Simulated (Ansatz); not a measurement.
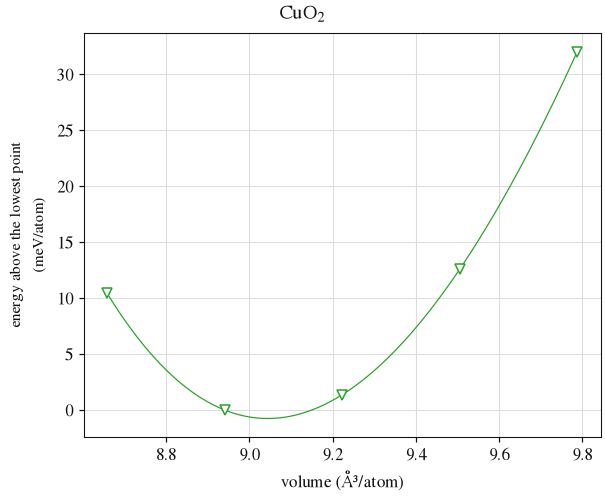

Plotted: energy above the lowest point against volume for CuO₂, space group Fm-3m (No. 225) (one of a set of cubic test structures, which need not be the stable phase).

Computed with Ansatz 0.2.0 development build: equation of state of a cubic crystal from periodic Kohn-Sham density functional theory without spin, third-order Birch-Murnaghan fit to the free energies; pressure corrected for the finite basis. Level: r2SCAN.

- structure type: fluorite
- atoms in cell: 3
- space group number: 225
- lattice centring: face-centred primitive
- k mesh: 12×12×12
- occupation method: Fermi–Dirac
- occupation width: 0.1 eV
- wave cutoff: 700 eV
- datasets: hard PAW
- density tolerance: 1e−09 eV
- bands: 20
- density cutoff ratio: 4
- search for lower states: default
- xc grid level: 2

From this curve and the settings, what does the calculation give for the pressure at the same points?

The pressure falls from 9.7 GPa at volume 8.6582 Å³/atom to −13.1 GPa at 9.7875 Å³/atom, and changes sign near 9.05 Å³/atom.

| volume (Å³/atom) | pressure (GPa) |
| --- | --- |
| 8.6582 | 9.7 |
| 8.9405 | 2.4 |
| 9.2228 | −3.7 |
| 9.5052 | −8.8 |
| 9.7875 | −13.1 |

Limits of the calculation: cubic model structure, not the ambient form; modest k-mesh, values are not fully converged in k; no spin polarisation, a magnetic state may lie lower; pseudopotentials made with PBE, not this functional.
